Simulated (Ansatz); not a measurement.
Run report: Si$_{5}$C, geometry relaxation (part 3 of 3)

Si$_{5}$C (P-6m2, 6 atoms in the cell); DFT PBE, scalar-relativistic, plane waves, PAW, no spin polarisation (Ansatz 0.2.0); cutoff 420 eV, 12×12×4 k-mesh, Gaussian smearing of 0.1 eV. The structure was made by a generator, so it may or may not be a known phase.

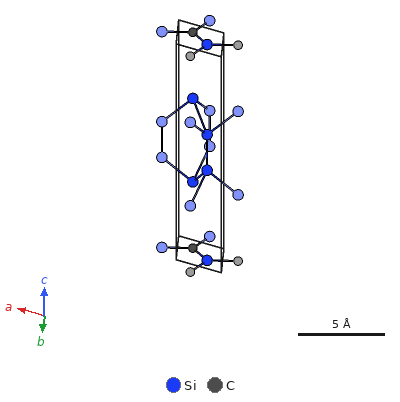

Fig. 1: The geometry at step 7 of the log (ball-and-stick view of the cell of the calculation, seen at an oblique angle; neighbours outside the cell are drawn fainter).

**Output, continued**
```
--- Per-component energies (eV) ---
  E_band       = -8.174835
  E_kinetic    = 288.114956
  E_local      = -535.589169  (includes V_loc(G=0)·N_el)
  E_nonlocal   = 156.476778
  E_hartree    = 195.862575
  E_xc         = -323.295365
  E_vxc        = -291.960421  (∫ρ·V_xc dr)
  E_paw        = -2661.000967  (= ΣΔE_a)
  E_vpaw       = -16.942111  (= ΣTr[D̂ρ^β])
  E_aug_tail   = 0.000043  (compensation charges beyond the density's cutoff)
  E_ewald      = -547.136115
  E_smearing   = -0.002231  (= −TS)
  E_closure    = -0.000000  (closes the sum)
  Σ components = -3426.569494   (vs F -3426.569494, Δ=0.00e0)
--- Forces (eV/Å), atoms counted from 1 ---
  atom   1  Si     0.00000000    -0.00000000     0.00008504
  atom   2  Si    -0.00000000    -0.00000000     0.00000000
  atom   3  Si     0.00000000    -0.00000000    -0.00008504
  atom   4  Si     0.00000000     0.00000000    -0.00000522
  atom   5  Si     0.00000000     0.00000000     0.00000522
  atom   6  C      0.00000000     0.00000000     0.00000000
  max |Σ_I F_I| component: 4.63e-16 eV/Å
--- Stress (GPa, compression-positive) ---
        0.000667      -0.000000       0.000000
       -0.000000       0.000667       0.000000
        0.000000       0.000000       0.008510
  P = ⅓ Tr σ = 0.0033 GPa (0.033 kbar)
--- Band table (eV; the first three rows and the last of 57) ---
  k-point 0: bands = ["-8.9185", "-7.8575", "-7.0350", "-3.2308", "-0.2322", "1.0224", "2.4790", "3.1767", "3.1767", "6.7653", "7.7937", "8.2255", "8.2255", "8.8140", "8.8140", "10.4383", "10.7785", "10.7785"]
  k-point 1: bands = ["-8.9185", "-7.8576", "-7.0348", "-3.2322", "-0.2009", "0.9390", "2.5687", "3.1766", "3.1766", "6.4889", "8.1981", "8.2255", "8.2255", "8.8140", "8.8140", "10.2111", "10.7785", "10.7785"]
  k-point 2: bands = ["-8.9185", "-7.8577", "-7.0346", "-3.2336", "-0.1664", "0.8580", "2.6547", "3.1767", "3.1767", "6.2903", "8.2255", "8.2255", "8.5883", "8.8140", "8.8140", "9.9259", "10.7785", "10.7785"]
  k-point 56: bands = ["-5.5321", "-2.8510", "-2.7118", "-1.8901", "-1.5422", "-1.3321", "-0.9503", "0.2207", "0.9279", "1.4431", "3.3175", "4.5861", "4.6148", "4.8732", "6.4633", "6.9143", "7.2783", "8.2133"]
--- Relaxed structure (10 steps of the walk, 10 accepted, 2 SCFs on fresh bases) ---
  F+E_penalty+E_count = -3426.56949375 eV   max|allowed force component| = 8.504e-5 eV/Å   (the final SCF, on the basis selected at the relaxed cell)
  cell:  # Å, volume = 122.3394 Å³
    - [3.147311421408243, -2.92498842272229e-11, 0.0]
    - [-1.5736557106787907, 2.7256516445750743, 0.0]
    - [0.0, 0.0, 14.261210153363821]
  atoms:
    - { symbol: Si, position: [0.3333333333333333, 0.6666666666666666, 0.5820175858924966] }
    - { symbol: Si, position: [0.3333333333333333, 0.6666666666666666, -3.7566742959308023e-19] }
    - { symbol: Si, position: [0.3333333333333333, 0.6666666666666666, 0.4179824141075032] }
    - { symbol: Si, position: [0.6666666666666666, 0.33333333333333326, 0.6913993903659248] }
    - { symbol: Si, position: [0.6666666666666666, 0.33333333333333326, 0.3086006096340752] }
    - { symbol: C, position: [0.6666666666666666, 0.33333333333333326, -3.7566742959308023e-19] }
```

**Trajectory as extended XYZ (Å, eV, eV/Å), 12 frames, from step=1 to step=12**
```
6
Lattice="3.1062 0.0000 0.0000 -1.5531 2.6900 0.0000 0.0000 0.0000 13.8531" Properties=species:S:1:pos:R:3:forces:R:3 step=1 energy=-3426.51864 pressure_GPa=0.53
Si    0.0000    1.7934    8.1012    0.0000   0.0000   0.1927
Si    0.0000    1.7934    0.0000    0.0000   0.0000   0.0000
Si    0.0000    1.7934    5.7519    0.0000   0.0000  -0.1927
Si    1.5531    0.8967    9.7320    0.0000   0.0000  -0.3520
Si    1.5531    0.8967    4.1212    0.0000   0.0000   0.3520
C     1.5531    0.8967    0.0000    0.0000   0.0000   0.0000
6
Lattice="3.1276 0.0000 0.0000 -1.5638 2.7086 0.0000 0.0000 0.0000 13.8783" Properties=species:S:1:pos:R:3:forces:R:3 step=2 energy=-3426.55662 pressure_GPa=0.39
Si    0.0000    1.8057    8.1069    0.0000   0.0000   0.2371
Si    0.0000    1.8057    0.0000    0.0000   0.0000   0.0000
Si    0.0000    1.8057    5.7714    0.0000   0.0000  -0.2371
Si    1.5638    0.9029    9.6987    0.0000   0.0000  -0.2002
Si    1.5638    0.9029    4.1796    0.0000   0.0000   0.2002
C     1.5638    0.9029    0.0000    0.0000   0.0000   0.0000
6
Lattice="3.1562 0.0000 0.0000 -1.5781 2.7334 0.0000 0.0000 0.0000 13.9899" Properties=species:S:1:pos:R:3:forces:R:3 step=3 energy=-3426.55834 pressure_GPa=0.00
Si    0.0000    1.8222    8.1731    0.0000   0.0000  -0.3662
Si    0.0000    1.8222    0.0000    0.0000   0.0000   0.0000
Si    0.0000    1.8222    5.8168    0.0000   0.0000   0.3662
Si    1.5781    0.9111    9.7080    0.0000   0.0000   0.2560
Si    1.5781    0.9111    4.2818    0.0000   0.0000  -0.2560
C     1.5781    0.9111    0.0000    0.0000   0.0000   0.0000
6
Lattice="3.1458 0.0000 0.0000 -1.5729 2.7244 0.0000 0.0000 0.0000 14.0274" Properties=species:S:1:pos:R:3:forces:R:3 step=4 energy=-3426.56672 pressure_GPa=-0.00
Si    0.0000    1.8162    8.1858    0.0000   0.0000  -0.0336
Si    0.0000    1.8162    0.0000    0.0000   0.0000   0.0000
Si    0.0000    1.8162    5.8415    0.0000   0.0000   0.0336
Si    1.5729    0.9081    9.7471    0.0000   0.0000  -0.0066
Si    1.5729    0.9081    4.2802    0.0000   0.0000   0.0066
C     1.5729    0.9081    0.0000    0.0000   0.0000   0.0000
6
Lattice="3.1462 0.0000 0.0000 -1.5731 2.7247 0.0000 0.0000 0.0000 14.0559" Properties=species:S:1:pos:R:3:forces:R:3 step=5 energy=-3426.56681 pressure_GPa=0.02
Si    0.0000    1.8165    8.1978    0.0000   0.0000   0.0004
Si    0.0000    1.8165    0.0000    0.0000   0.0000   0.0000
Si    0.0000    1.8165    5.8581    0.0000   0.0000  -0.0004
Si    1.5731    0.9082    9.7588    0.0000   0.0000  -0.0044
Si    1.5731    0.9082    4.2972    0.0000   0.0000   0.0044
C     1.5731    0.9082    0.0000    0.0000   0.0000   0.0000
6
Lattice="3.1468 0.0000 0.0000 -1.5734 2.7252 0.0000 0.0000 0.0000 14.0899" Properties=species:S:1:pos:R:3:forces:R:3 step=6 energy=-3426.56675 pressure_GPa=0.01
Si    0.0000    1.8168    8.2140    0.0000   0.0000   0.0098
Si    0.0000    1.8168    0.0000    0.0000   0.0000   0.0000
Si    0.0000    1.8168    5.8759    0.0000   0.0000  -0.0098
Si    1.5734    0.9084    9.7743    0.0000   0.0000  -0.0004
Si    1.5734    0.9084    4.3156    0.0000   0.0000   0.0004
C     1.5734    0.9084    0.0000    0.0000   0.0000   0.0000
6
Lattice="3.1469 0.0000 0.0000 -1.5735 2.7253 0.0000 0.0000 0.0000 14.1204" Properties=species:S:1:pos:R:3:forces:R:3 step=7 energy=-3426.56669 pressure_GPa=0.00
Si    0.0000    1.8169    8.2293    0.0000   0.0000   0.0078
Si    0.0000    1.8169    0.0000    0.0000   0.0000   0.0000
Si    0.0000    1.8169    5.8911    0.0000   0.0000  -0.0078
Si    1.5735    0.9084    9.7893    0.0000   0.0000   0.0012
Si    1.5735    0.9084    4.3311    0.0000   0.0000  -0.0012
C     1.5735    0.9084    0.0000    0.0000   0.0000   0.0000
6
Lattice="3.1468 0.0000 0.0000 -1.5734 2.7252 0.0000 0.0000 0.0000 14.1426" Properties=species:S:1:pos:R:3:forces:R:3 step=8 energy=-3426.56663 pressure_GPa=-0.00
Si    0.0000    1.8168    8.2408    0.0000   0.0000   0.0018
Si    0.0000    1.8168    0.0000    0.0000   0.0000   0.0000
Si    0.0000    1.8168    5.9018    0.0000   0.0000  -0.0018
Si    1.5734    0.9084    9.8009    0.0000   0.0000   0.0007
Si    1.5734    0.9084    4.3417    0.0000   0.0000  -0.0007
C     1.5734    0.9084    0.0000    0.0000   0.0000   0.0000
6
Lattice="3.1468 0.0000 0.0000 -1.5734 2.7252 0.0000 0.0000 0.0000 14.1426" Properties=species:S:1:pos:R:3:forces:R:3 step=9 energy=-3426.56934 pressure_GPa=0.04
Si    0.0000    1.8168    8.2408    0.0000   0.0000   0.0019
Si    0.0000    1.8168    0.0000    0.0000   0.0000   0.0000
Si    0.0000    1.8168    5.9018    0.0000   0.0000  -0.0019
Si    1.5734    0.9084    9.8009    0.0000   0.0000   0.0005
Si    1.5734    0.9084    4.3417    0.0000   0.0000  -0.0005
C     1.5734    0.9084    0.0000    0.0000   0.0000   0.0000
6
Lattice="3.1471 0.0000 0.0000 -1.5736 2.7255 0.0000 0.0000 0.0000 14.2306" Properties=species:S:1:pos:R:3:forces:R:3 step=10 energy=-3426.56918 pressure_GPa=0.01
Si    0.0000    1.8170    8.2851    0.0000   0.0000  -0.0025
Si    0.0000    1.8170    0.0000    0.0000   0.0000   0.0000
Si    0.0000    1.8170    5.9455    0.0000   0.0000   0.0025
Si    1.5736    0.9085    9.8450    0.0000   0.0000   0.0006
Si    1.5736    0.9085    4.3856    0.0000   0.0000  -0.0006
C     1.5736    0.9085    0.0000    0.0000   0.0000   0.0000
6
Lattice="3.1473 0.0000 0.0000 -1.5737 2.7257 0.0000 0.0000 0.0000 14.2612" Properties=species:S:1:pos:R:3:forces:R:3 step=11 energy=-3426.56908 pressure_GPa=0.00
Si    0.0000    1.8171    8.3003    0.0000   0.0000   0.0001
Si    0.0000    1.8171    0.0000    0.0000   0.0000   0.0000
Si    0.0000    1.8171    5.9609    0.0000   0.0000  -0.0001
Si    1.5737    0.9086    9.8602    0.0000   0.0000   0.0000
Si    1.5737    0.9086    4.4010    0.0000   0.0000   0.0000
C     1.5737    0.9086    0.0000    0.0000   0.0000   0.0000
6
Lattice="3.1473 0.0000 0.0000 -1.5737 2.7257 0.0000 0.0000 0.0000 14.2612" Properties=species:S:1:pos:R:3:forces:R:3 step=12 energy=-3426.56949 pressure_GPa=0.00
Si    0.0000    1.8171    8.3003    0.0000   0.0000   0.0001
Si    0.0000    1.8171    0.0000    0.0000   0.0000   0.0000
Si    0.0000    1.8171    5.9609    0.0000   0.0000  -0.0001
Si    1.5737    0.9086    9.8602    0.0000   0.0000   0.0000
Si    1.5737    0.9086    4.4010    0.0000   0.0000   0.0000
C     1.5737    0.9086    0.0000    0.0000   0.0000   0.0000
```

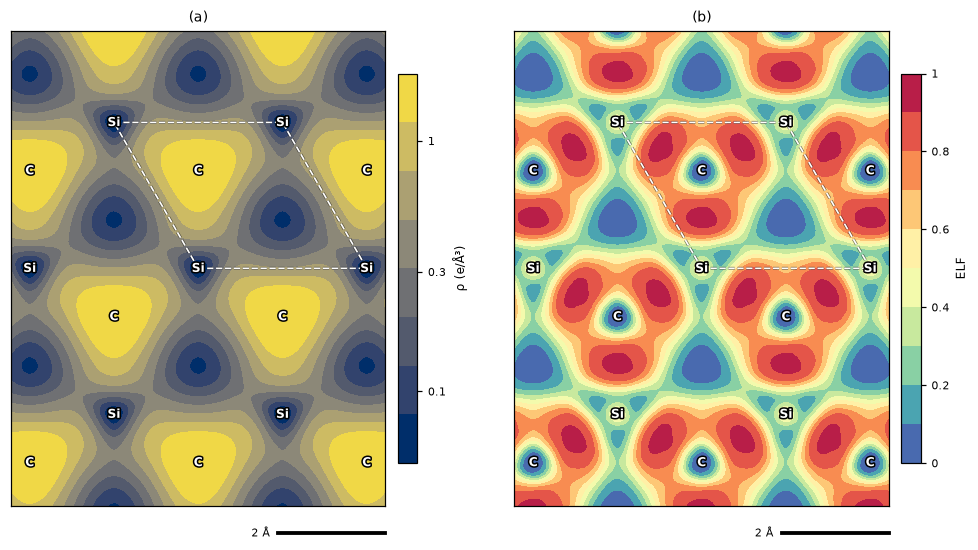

Fig. 2: (a) valence electron density; (b) ELF on the (001) plane of the conventional cell. Away from the nuclei the density in this plane falls to 0.07 e/Å³ at its lowest. The fields are those of the smooth PAW valence density.

This output came from the following input.

**Input file**
```yaml
crystal:
  lattice:
    - [3.1061795975, 0.0, 0.0]
    - [-1.5530897987, 2.6900304401, 0.0]
    - [0.0, 0.0, 13.8531318341]
  atoms:
    - { symbol: Si, position: [0.3333333333, 0.6666666667, 0.5847951382] }
    - { symbol: Si, position: [0.3333333333, 0.6666666667, 0.0] }
    - { symbol: Si, position: [0.3333333333, 0.6666666667, 0.4152048618] }
    - { symbol: Si, position: [0.6666666667, 0.3333333333, 0.702509188] }
    - { symbol: Si, position: [0.6666666667, 0.3333333333, 0.297490812] }
    - { symbol: C, position: [0.6666666667, 0.3333333333, 0.0] }
basis:
  ecutwfc: 420
kpoints:
  mp_grid: { grid: [12, 12, 4] }
hamiltonian:
  xc: pbe
scf:
  occupations: { method: gaussian, width: 0.1 }
output:
  forces: true
  stress: true
  eigenvalues: true
  write_density: true
  write_potential: true
  elf: true
  volumetric_format: npy
relax:
  adjacent_minimum: "off"
  f_tol: 0.01
  max_steps: 80
  cell: { stress_tol: 0.05 }
```

Run as:
```bash
ansatz run input.yaml --threads 1 --pin off --max-ram 2560MiB --backend cpu --events-out ev --progress --plain --runs-dir out
```

**Summary**

```csv
quantity,value
outcome,converged
space group (tolerance 0.01 Å),P-6m2 (187)
electrons treated,24
free energy,−3426.5695 eV
Fermi energy,5.207 eV
gap on the k-point mesh,none (metallic)
pressure,0.00 GPa
final volume,122.34 Å³
largest force (length of the vector) at the end,under 0.001 eV/Å
final cell,"a = 3.147 Å, b = 3.147 Å, c = 14.261 Å, α = 90.00°, β = 90.00°, γ = 120.00°"
hardware,"1 thread of Intel Xeon @ 2.50GHz (Skylake/Cascade Lake), 189 GiB of memory available, shared host"
wall time,5.1 min
peak memory,0.44 GiB
```
